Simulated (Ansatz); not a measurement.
H$_{13}$O$_{6}$F: molecular dynamics (part 3 of 3)

Continued. System: H$_{13}$O$_{6}$F (disordered cell, 20 atoms in the cell). Method: DFT r2SCAN, scalar-relativistic, plane waves, PAW, no spin polarisation (Ansatz 0.2.0); cutoff 500 eV, 1×1×1 k-mesh, Fermi–Dirac smearing of 0.02 eV. It belongs to a series of runs on one base structure; here: dynamics from the last frame of the run before.

Geometry of the input (Å; fractional positions):
```
6.5281  0.0000  0.0000
0.0000  6.5281  0.0000
0.0000  0.0000  6.5281
O  0.2031  0.0155  0.6446
H  0.1791  0.1515  0.7076
H  0.1071  -0.0783  0.7136
O  0.1336  0.3780  0.8348
H  0.0821  0.3740  0.9757
H  0.2585  0.4573  0.8491
O  0.7843  0.5947  0.7851
H  0.7310  0.6493  0.6578
H  0.9071  0.5102  0.7648
O  -0.0116  0.2923  0.2125
H  -0.1404  0.2285  0.1838
H  0.0881  0.1831  0.2376
O  0.5976  0.2336  1.0898
H  0.6144  0.2449  0.9451
H  0.5145  0.1108  1.1142
O  0.3045  0.9391  0.2455
H  0.1906  0.8663  0.1831
H  0.2665  0.9639  0.3943
F  0.9703  0.8324  -0.0173
H  0.8764  0.7453  -0.0928
```

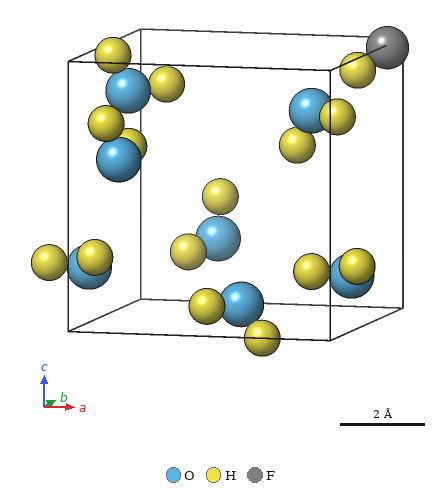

The geometry at step 51 of the log (spheres-only view of the cell of the calculation, seen slightly off an axis).

## Trajectory as extended XYZ, continued
```
20
Lattice="6.5281 0.0000 0.0000 0.0000 6.5281 0.0000 0.0000 0.0000 6.5281" Properties=species:S:1:pos:R:3:forces:R:3 step=32 time_fs=16.0 energy=-4430.27302 temperature=169.9
O     1.2647    0.1411    4.1910   -0.8531  -1.7779   1.2297
H     1.2128    1.0746    4.3879   -0.1642   0.6239   0.3463
H     0.7743   -0.2828    4.9736    1.0507   0.8333  -1.5415
O     0.8179    2.4832    5.5212    0.4157  -0.0015   0.0968
H     0.7196    2.1680    6.4710   -0.5731   0.2882  -0.3755
H     1.6593    2.9432    5.5068    0.1118   0.1479   0.0216
O     5.0547    3.7985    5.0847    0.0678  -0.0880  -0.6724
H     4.6199    3.9369    4.2241    0.3025   0.1287   0.5850
H     5.8928    3.3154    4.8893   -0.1669  -0.0698   0.3318
O    -0.0189    1.8452    1.3521    0.6513  -0.9014   0.6160
H    -0.9781    1.6580    1.3511    0.2772  -0.1788  -0.0076
H     0.4663    1.0172    1.6197   -0.6099   0.9079  -0.2292
O     3.8916    1.5226    7.1359    0.1264  -0.4119  -0.9831
H     4.4251    1.5219    6.3189   -0.4359   0.1763   0.4309
H     3.2995    0.7519    7.0262    0.1635   0.2905   0.5116
O     1.9918    6.2305    1.5743    1.0578   0.6926   1.8946
H     1.3202    5.6004    1.3891   -0.8842  -0.9536  -0.4728
H     2.0788    6.1915    2.5810   -0.3519   0.2752  -1.5529
F     6.4036    5.4574   -0.1081   -0.3141  -0.1437  -0.1724
H     5.7742    4.8571   -0.5560    0.1287   0.1618  -0.0569
20
Lattice="6.5281 0.0000 0.0000 0.0000 6.5281 0.0000 0.0000 0.0000 6.5281" Properties=species:S:1:pos:R:3:forces:R:3 step=35 time_fs=17.5 energy=-4430.27382 temperature=170.1
O     1.2573    0.1420    4.1902   -0.5351  -0.4751   1.0237
H     1.2206    1.1016    4.3794   -0.1587  -0.4953   0.1967
H     0.8126   -0.2710    4.9874    0.7088   0.6583  -1.1977
O     0.8131    2.4860    5.5256    0.9583   0.1960   0.2801
H     0.7170    2.1504    6.4755   -0.6065   0.3472  -0.5334
H     1.6660    2.9507    5.5334   -0.4170  -0.1090  -0.0210
O     5.0488    3.7894    5.0787    0.4383  -0.1770  -0.2452
H     4.6077    3.9286    4.2277    0.3269   0.1014   0.3319
H     5.8944    3.2913    4.9109   -0.4647   0.1190   0.2256
O    -0.0126    1.8389    1.3502    1.0971  -0.7690   0.6299
H    -0.9616    1.6710    1.3687   -0.3277  -0.2310  -0.0337
H     0.4497    1.0059    1.6301   -0.4380   0.8150  -0.2225
O     3.8923    1.5222    7.1352   -0.7277  -0.5571   0.0601
H     4.4228    1.5149    6.3467    0.2616   0.1535  -0.6299
H     3.2861    0.7562    7.0260    0.3169   0.4521   0.5433
O     1.9933    6.2405    1.5721   -0.0527  -0.4374   1.8789
H     1.3182    5.5689    1.3721    0.3622   0.2602   0.0020
H     2.0913    6.2042    2.5916   -0.5064   0.1917  -2.0050
F     6.4098    5.4609   -0.1073   -0.6642  -0.5191  -0.4268
H     5.7741    4.8482   -0.5653    0.4287   0.4758   0.1427
20
Lattice="6.5281 0.0000 0.0000 0.0000 6.5281 0.0000 0.0000 0.0000 6.5281" Properties=species:S:1:pos:R:3:forces:R:3 step=38 time_fs=19.0 energy=-4430.31448 temperature=186.3
O     1.2493    0.1423    4.1906    0.3023   1.0058  -0.3842
H     1.2249    1.1188    4.3753   -0.1560  -1.1363   0.0799
H     0.8653   -0.2460    4.9774   -0.1604  -0.1510   0.3224
O     0.8095    2.4890    5.5303    1.0821   0.2909   0.1383
H     0.7015    2.1401    6.4691   -0.5674   0.2930  -0.3661
H     1.6644    2.9562    5.5595   -0.5579  -0.1695  -0.0454
O     5.0435    3.7801    5.0724    0.6796  -0.1691   0.5863
H     4.6022    3.9225    4.2378    0.1319   0.1193  -0.2997
H     5.8866    3.2695    4.9373   -0.4568   0.1453   0.0275
O    -0.0049    1.8315    1.3491    0.7170  -0.0120   0.3880
H    -0.9515    1.6793    1.3856   -0.5604  -0.1713  -0.0551
H     0.4244    1.0110    1.6361    0.1127   0.0034   0.0368
O     3.8921    1.5211    7.1345   -0.8642  -0.2045   0.6897
H     4.4256    1.5110    6.3618    0.5814   0.0856  -1.1518
H     3.2791    0.7696    7.0373    0.1436   0.1620   0.4449
O     1.9947    6.2500    1.5723   -0.8606  -1.1905   0.5261
H     1.3231    5.5424    1.3549    1.1080   1.1156   0.3174
H     2.0933    6.2210    2.5613   -0.4117   0.0668  -0.9824
F     6.4153    5.4639   -0.1070   -0.7487  -0.6377  -0.4808
H     5.7829    4.8491   -0.5717    0.4855   0.5539   0.2083
20
Lattice="6.5281 0.0000 0.0000 0.0000 6.5281 0.0000 0.0000 0.0000 6.5281" Properties=species:S:1:pos:R:3:forces:R:3 step=41 time_fs=20.5 energy=-4430.30764 temperature=183.8
O     1.2417    0.1439    4.1905    0.9162   1.5124  -1.8844
H     1.2259    1.1131    4.3731   -0.1426  -0.8183   0.0545
H     0.9148   -0.2244    4.9745   -0.8092  -0.9440   1.8267
O     0.8074    2.4924    5.5351    0.6804   0.1971  -0.2448
H     0.6739    2.1359    6.4551   -0.4780   0.1564   0.0254
H     1.6516    2.9584    5.5847   -0.1946   0.0226  -0.0229
O     5.0391    3.7705    5.0669    0.4856   0.0334   1.1727
H     4.5997    3.9190    4.2417    0.0285   0.0905  -0.7044
H     5.8694    3.2506    4.9642   -0.1536   0.0041  -0.2124
O     0.0037    1.8242    1.3485   -0.2884   0.7591   0.1210
H    -0.9525    1.6840    1.4013   -0.1941  -0.0288  -0.1011
H     0.4014    1.0159    1.6429    0.6440  -0.8886   0.3409
O     3.8909    1.5197    7.1346    0.0658   0.4064   0.1863
H     4.4393    1.5090    6.3543    0.0127  -0.0074  -0.4576
H     3.2748    0.7860    7.0580   -0.1977  -0.3556   0.2617
O     1.9951    6.2579    1.5731   -0.9051  -1.0175  -1.7833
H     1.3503    5.5382    1.3440    0.9136   1.0033   0.2975
H     2.0868    6.2392    2.5122   -0.1264  -0.0297   1.3529
F     6.4200    5.4661   -0.1072   -0.5134  -0.4329  -0.3154
H     5.8016    4.8615   -0.5740    0.2562   0.3374   0.0867
20
Lattice="6.5281 0.0000 0.0000 0.0000 6.5281 0.0000 0.0000 0.0000 6.5281" Properties=species:S:1:pos:R:3:forces:R:3 step=45 time_fs=22.5 energy=-4430.32654 temperature=191.1
O     1.2332    0.1486    4.1869    0.2719  -0.6296  -0.5628
H     1.2226    1.0841    4.3726   -0.1197   0.7521   0.2213
H     0.9575   -0.2236    5.0236   -0.1938  -0.3302   0.2782
O     0.8058    2.4973    5.5410   -0.0780  -0.0799  -0.7108
H     0.6215    2.1352    6.4387   -0.2939   0.0286   0.4429
H     1.6305    2.9634    5.6180    0.4544   0.3457   0.0984
O     5.0340    3.7580    5.0620   -0.3472   0.5067   0.8736
H     4.5987    3.9165    4.2257    0.3531  -0.1061  -0.2626
H     5.8431    3.2246    4.9922    0.3332  -0.2270  -0.4493
O     0.0145    1.8158    1.3480   -0.8985   0.2607   0.3430
H    -0.9581    1.6896    1.4185    0.4316   0.0928  -0.1720
H     0.3912    0.9952    1.6625    0.4934  -0.4660   0.1435
O     3.8896    1.5188    7.1349    1.0150   0.6963  -0.7062
H     4.4548    1.5057    6.3329   -0.8896  -0.1319   0.6410
H     3.2625    0.7956    7.0939   -0.2227  -0.5156   0.0754
O     1.9939    6.2668    1.5703    0.4766   0.6274  -2.0787
H     1.4116    5.5600    1.3373   -0.5423  -0.6838  -0.2300
H     2.0742    6.2627    2.4954   -0.0188  -0.0360   2.2373
F     6.4254    5.4684   -0.1079    0.1575   0.2057   0.1725
H     5.8329    4.8869   -0.5757   -0.3824  -0.3097  -0.3544
20
Lattice="6.5281 0.0000 0.0000 0.0000 6.5281 0.0000 0.0000 0.0000 6.5281" Properties=species:S:1:pos:R:3:forces:R:3 step=48 time_fs=24.0 energy=-4430.31006 temperature=184.8
O     1.2274    0.1516    4.1830   -0.1952  -1.8328   1.0329
H     1.2170    1.0765    4.3772   -0.1097   1.2816   0.3018
H     0.9825   -0.2332    5.0720    0.2653   0.3748  -1.4438
O     0.8047    2.5008    5.5443   -0.1690  -0.1444  -0.6680
H     0.5746    2.1358    6.4362   -0.0602   0.0932   0.3736
H     1.6239    2.9748    5.6451    0.3581   0.2592   0.1797
O     5.0298    3.7493    5.0597   -0.6054   0.6271   0.3757
H     4.6060    3.9125    4.2060    0.5998  -0.2320   0.2359
H     5.8302    3.2003    5.0026    0.3503  -0.1567  -0.4801
O     0.0213    1.8101    1.3482   -0.5529  -0.6913   0.7339
H    -0.9533    1.6958    1.4274    0.4535   0.0764  -0.1822
H     0.3963    0.9671    1.6812    0.0633   0.5393  -0.3084
O     3.8900    1.5192    7.1343    0.5718   0.3191  -0.5382
H     4.4467    1.5002    6.3297   -0.8753  -0.2001   0.5552
H     3.2481    0.7907    7.1232    0.2075  -0.0715   0.0162
O     1.9936    6.2741    1.5650    1.3506   1.5611   0.5223
H     1.4482    5.5638    1.3282   -1.1844  -1.5885  -0.4619
H     2.0638    6.2793    2.5350   -0.2568  -0.0796  -0.0593
F     6.4295    5.4704   -0.1083    0.4192   0.4487   0.3618
H     5.8486    4.9000   -0.5847   -0.6306  -0.5837  -0.5472
20
Lattice="6.5281 0.0000 0.0000 0.0000 6.5281 0.0000 0.0000 0.0000 6.5281" Properties=species:S:1:pos:R:3:forces:R:3 step=51 time_fs=25.5 energy=-4430.31331 temperature=186.0
O     1.2213    0.1523    4.1804   -0.2255  -1.0428   1.6195
H     1.2091    1.0940    4.3879   -0.0945   0.3758   0.1219
H     1.0125   -0.2356    5.0914    0.2844   0.5220  -1.8820
O     0.8033    2.5042    5.5468    0.1071  -0.0534  -0.3188
H     0.5265    2.1385    6.4414    0.2422   0.2304   0.0727
H     1.6243    2.9912    5.6760   -0.1785  -0.0747   0.1724
O     5.0248    3.7414    5.0579   -0.2335   0.3925   0.2094
H     4.6256    3.9038    4.1906    0.5514  -0.2074   0.3123
H     5.8243    3.1729    5.0029    0.0593   0.1498  -0.3777
O     0.0273    1.8034    1.3493   -0.0133  -1.0312   0.8574
H    -0.9394    1.7036    1.4324    0.0571   0.0013  -0.1429
H     0.4033    0.9496    1.6935   -0.1236   0.9864  -0.5633
O     3.8912    1.5200    7.1329   -0.3872  -0.0450   0.3863
H     4.4208    1.4904    6.3371   -0.2807  -0.2525  -0.3162
H     3.2381    0.7841    7.1528    0.5672   0.3396  -0.0152
O     1.9949    6.2834    1.5604    0.6217   0.5702   1.7783
H     1.4620    5.5371    1.3102   -0.3440  -0.5059  -0.0365
H     2.0482    6.2941    2.5748   -0.3843  -0.1575  -1.6609
F     6.4341    5.4728   -0.1083    0.1008   0.1233   0.0786
H     5.8516    4.9015   -0.6047   -0.3260  -0.3208  -0.2952
20
Lattice="6.5281 0.0000 0.0000 0.0000 6.5281 0.0000 0.0000 0.0000 6.5281" Properties=species:S:1:pos:R:3:forces:R:3 step=54 time_fs=27.0 energy=-4430.32298 temperature=190.0
O     1.2151    0.1516    4.1799    0.0126   0.5927   0.9159
H     1.1991    1.1193    4.4011   -0.0742  -0.7757  -0.1284
H     1.0483   -0.2278    5.0726    0.0246   0.0772  -0.9194
O     0.8021    2.5076    5.5489    0.2683  -0.0057   0.0564
H     0.4835    2.1461    6.4482    0.5153   0.3111  -0.2169
H     1.6211    3.0063    5.7104   -0.5624  -0.3139   0.1011
O     5.0195    3.7340    5.0565    0.3665   0.0311   0.3997
H     4.6568    3.8908    4.1812    0.2553  -0.0449  -0.0437
H     5.8197    3.1488    4.9952   -0.2126   0.4526  -0.1846
O     0.0333    1.7955    1.3515    0.2650  -0.5332   0.6244
H    -0.9244    1.7113    1.4343   -0.4158  -0.0865  -0.0852
H     0.4080    0.9520    1.6943    0.0095   0.6063  -0.4715
O     3.8918    1.5207    7.1321   -0.9187  -0.0258   1.2362
H     4.3887    1.4752    6.3376    0.2779  -0.2905  -1.1476
H     3.2396    0.7842    7.1822    0.5474   0.3605  -0.0229
O     1.9971    6.2933    1.5579   -0.4231  -0.9063   1.5049
H     1.4685    5.5001    1.2916    0.6456   1.0189   0.4650
H     2.0246    6.3056    2.5811   -0.3234  -0.1905  -1.8400
F     6.4388    5.4753   -0.1082   -0.4596  -0.4361  -0.4231
H     5.8480    4.8965   -0.6306    0.2016   0.1586   0.1797
20
Lattice="6.5281 0.0000 0.0000 0.0000 6.5281 0.0000 0.0000 0.0000 6.5281" Properties=species:S:1:pos:R:3:forces:R:3 step=57 time_fs=28.5 energy=-4430.33619 temperature=195.3
O     1.2088    0.1517    4.1805    0.3125   1.9162  -0.9072
H     1.1876    1.1292    4.4118   -0.0545  -1.1804  -0.2499
H     1.0844   -0.2191    5.0358   -0.3027  -0.8083   1.0574
O     0.8012    2.5109    5.5510    0.0819  -0.1143   0.2473
H     0.4515    2.1603    6.4505    0.6573   0.2758  -0.3607
H     1.6066    3.0150    5.7471   -0.4558  -0.2546   0.0438
O     5.0147    3.7267    5.0556    0.6653  -0.1587   0.5311
H     4.6934    3.8769    4.1708   -0.0406   0.1378  -0.3898
H     5.8111    3.1341    4.9835   -0.2215   0.5334   0.0345
O     0.0395    1.7869    1.3546   -0.1005   0.5391   0.1910
H    -0.9177    1.7173    1.4343   -0.4800  -0.1622  -0.0576
H     0.4134    0.9664    1.6854    0.3511  -0.3590  -0.1104
O     3.8914    1.5215    7.1328   -0.3153   0.3237   0.8289
H     4.3614    1.4539    6.3156    0.0880  -0.2432  -0.7743
H     3.2523    0.7914    7.2111    0.1616  -0.0176   0.0114
O     1.9987    6.3022    1.5575   -0.7756  -1.4763   0.3152
H     1.4876    5.4833    1.2822    0.8763   1.5338   0.5527
H     1.9942    6.3131    2.5498   -0.1676  -0.1471  -0.7214
F     6.4430    5.4773   -0.1086   -0.8129  -0.7911  -0.7637
H     5.8484    4.8945   -0.6530    0.5331   0.4532   0.5217
20
Lattice="6.5281 0.0000 0.0000 0.0000 6.5281 0.0000 0.0000 0.0000 6.5281" Properties=species:S:1:pos:R:3:forces:R:3 step=60 time_fs=30.0 energy=-4430.35369 temperature=202.4
O     1.2029    0.1543    4.1800    0.3488   1.7524  -1.7369
H     1.1748    1.1151    4.4174   -0.0475  -0.6514  -0.1641
H     1.1145   -0.2270    5.0198   -0.3501  -1.1605   1.8023
O     0.8004    2.5140    5.5534   -0.2813  -0.2906   0.1634
H     0.4333    2.1801    6.4454    0.5943   0.1149  -0.2906
H     1.5829    3.0187    5.7848    0.0321   0.0431   0.0370
O     5.0108    3.7192    5.0554    0.4287  -0.0261   0.1565
H     4.7295    3.8658    4.1529   -0.1467   0.2230  -0.2326
H     5.7981    3.1304    4.9726    0.0649   0.3362   0.2175
O     0.0457    1.7789    1.3580   -0.7769   1.3246  -0.0619
H    -0.9205    1.7197    1.4331   -0.0744  -0.2407  -0.0676
H     0.4260    0.9736    1.6740    0.5361  -1.0324   0.1484
O     3.8905    1.5227    7.1346    0.7037   0.6223  -0.4006
H     4.3353    1.4275    6.2782   -0.4625  -0.0769   0.3784
H     3.2683    0.7981    7.2403   -0.2710  -0.4515   0.0875
O     1.9994    6.3091    1.5573   -0.3006  -0.8603  -1.3290
H     1.5244    5.4974    1.2840    0.3489   0.7524   0.1505
H     1.9600    6.3176    2.5047   -0.0728  -0.0221   1.3521
F     6.4463    5.4784   -0.1099   -0.7895  -0.7817  -0.7760
H     5.8597    4.9017   -0.6646    0.5159   0.4253   0.5656
20
Lattice="6.5281 0.0000 0.0000 0.0000 6.5281 0.0000 0.0000 0.0000 6.5281" Properties=species:S:1:pos:R:3:forces:R:3 step=64 time_fs=32.0 energy=-4430.34294 temperature=198.0
O     1.1957    0.1607    4.1763    0.1911  -1.0659   0.0958
H     1.1561    1.0806    4.4211   -0.0865   0.9733   0.2755
H     1.1440   -0.2706    5.0471   -0.1474   0.0396  -0.5288
O     0.7988    2.5176    5.5569   -0.2427  -0.1792  -0.2522
H     0.4274    2.2092    6.4306    0.1867  -0.2684   0.1856
H     1.5539    3.0259    5.8361    0.4600   0.2931  -0.0533
O     5.0063    3.7093    5.0552   -0.1901   0.3841  -0.7558
H     4.7730    3.8582    4.1241   -0.1361   0.2010   0.4540
H     5.7847    3.1352    4.9656    0.5619  -0.0824   0.3657
O     0.0522    1.7710    1.3624   -0.8098   0.7171   0.2628
H    -0.9251    1.7145    1.4291    0.4225  -0.3474  -0.0814
H     0.4585    0.9525    1.6621    0.0139  -0.2666  -0.1544
O     3.8909    1.5255    7.1360    0.8403   0.2766  -1.1380
H     4.2851    1.3905    6.2426   -0.6124   0.1463   1.0640
H     3.2813    0.7929    7.2824   -0.2279  -0.2887   0.1453
O     2.0000    6.3171    1.5546    0.9090   1.2206  -0.8236
H     1.5804    5.5326    1.2879   -0.8729  -1.5344  -0.7708
H     1.9119    6.3234    2.4912   -0.0227   0.1199   1.8589
F     6.4494    5.4787   -0.1128   -0.1487  -0.1876  -0.2113
H     5.8898    4.9236   -0.6629   -0.0882  -0.1509   0.0620
20
Lattice="6.5281 0.0000 0.0000 0.0000 6.5281 0.0000 0.0000 0.0000 6.5281" Properties=species:S:1:pos:R:3:forces:R:3 step=67 time_fs=33.5 energy=-4430.30887 temperature=184.3
O     1.1907    0.1643    4.1733    0.1957  -2.1073   1.0463
H     1.1400    1.0741    4.4294   -0.0953   1.2772   0.4418
H     1.1618   -0.3057    5.0613   -0.1281   0.7842  -1.7044
O     0.7972    2.5200    5.5592    0.3413   0.2541  -0.4005
H     0.4286    2.2251    6.4231   -0.1549  -0.5478   0.5791
H     1.5421    3.0378    5.8732    0.2338   0.1055  -0.3111
O     5.0027    3.7023    5.0540   -0.2177   0.4450  -1.0481
H     4.8020    3.8577    4.1119   -0.1803   0.1835   0.6349
H     5.7873    3.1379    4.9692    0.5761  -0.1436   0.4349
O     0.0558    1.7662    1.3661   -0.2542  -0.0486   0.5408
H    -0.9195    1.7022    1.4241    0.3464  -0.3904  -0.0749
H     0.4847    0.9279    1.6502   -0.4577   0.5791  -0.4628
O     3.8924    1.5281    7.1354    0.0897  -0.2839  -0.4958
H     4.2326    1.3658    6.2402   -0.2254   0.1669   0.4592
H     3.2853    0.7816    7.3175    0.1365   0.2650   0.1135
O     2.0015    6.3246    1.5511    0.5922   1.1377   1.1143
H     1.6048    5.5284    1.2747   -0.7506  -1.4295  -0.6914
H     1.8754    6.3302    2.5253    0.1750   0.0842  -0.0529
F     6.4515    5.4786   -0.1154    0.4530   0.3754   0.3509
H     5.9115    4.9374   -0.6591   -0.6754  -0.7067  -0.4737
20
Lattice="6.5281 0.0000 0.0000 0.0000 6.5281 0.0000 0.0000 0.0000 6.5281" Properties=species:S:1:pos:R:3:forces:R:3 step=70 time_fs=35.0 energy=-4430.31830 temperature=188.0
O     1.1859    0.1653    4.1716    0.1709  -0.9768   0.9849
H     1.1220    1.0926    4.4466   -0.0124   0.1708   0.2031
H     1.1767   -0.3252    5.0410   -0.1597   0.7706  -1.4470
O     0.7961    2.5227    5.5609    0.7625   0.5597  -0.0933
H     0.4269    2.2296    6.4273   -0.2419  -0.6292   0.5546
H     1.5353    3.0518    5.9036   -0.1175  -0.1711  -0.5878
O     4.9989    3.6960    5.0515    0.2373   0.2138  -0.7505
H     4.8272    3.8612    4.1124   -0.2661   0.2125   0.3021
H     5.8016    3.1381    4.9821    0.2073   0.0707   0.4613
O     0.0591    1.7615    1.3705    0.2445  -0.2072   0.5341
H    -0.9069    1.6815    1.4175   -0.0470  -0.3885  -0.0735
H     0.5016    0.9147    1.6287   -0.5371   0.7640  -0.5143
O     3.8941    1.5304    7.1342   -0.5716  -0.5286   0.6229
H     4.1755    1.3444    6.2469    0.2287   0.0490  -0.6245
H     3.2919    0.7756    7.3550    0.3392   0.6239   0.0800
O     2.0038    6.3334    1.5490   -0.4883  -0.5992   1.7922
H     1.6144    5.4966    1.2478    0.1346   0.4169   0.0750
H     1.8426    6.3388    2.5595    0.3611  -0.0021  -1.3971
F     6.4540    5.4789   -0.1176    0.4843   0.3793   0.3602
H     5.9196    4.9369   -0.6645   -0.7289  -0.7285  -0.4825
```

## Results in brief

- outcome: finished
- mean temperature over the second half: 189 K
- trajectory: 70 steps, 35 fs
- ensemble: nve
- temperature in the input: 250.0 K
- time step: 0.5 fs
- electrons treated: 56
- potential energy (free energy of the electrons) (last step): −4430.3183 eV
- Fermi energy (last step): −1.567 eV
- largest force (length of the vector) (last step): 1.952 eV/Å
- hardware: 1 thread of Intel Xeon @ 2.50GHz (Skylake/Cascade Lake), 16 GiB of memory available, shared host
- wall time: 14 min
- peak memory: 0.87 GiB

The k-point mesh is coarse for a cell of this size, so the results may not be converged. So short a trajectory is not equilibrated.
